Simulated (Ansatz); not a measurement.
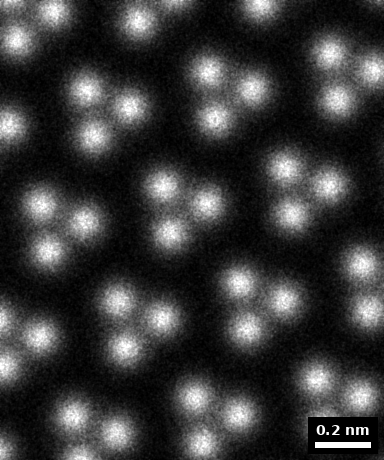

iDPC-like image of a crystal. Simulated as the projected potential of neutral atoms (B = 0.5 Å²) blurred by a 0.73 Å probe, the thin-sample limit of integrated differential phase contrast. Shot noise was added.

Q: Measure the repeat of the pattern.

A: The pattern repeats on a hexagonal net with a repeat of 4.5 Å.

Q: Which plane group does this projection have?

A: p31m: threefold points of which only some lie on mirror lines.

Q: How many columns does the smallest repeating cell hold, and how many levels of brightness?

A: 3 columns in the primitive cell of 17.5 Å², all of one brightness.

The crystal is Se (P3_121, No. 152) seen along [001]. Structure used: coordinates from a relaxation at fixed volume with Ansatz, DFT PBE, spin-orbit coupling, plane waves, PAW.
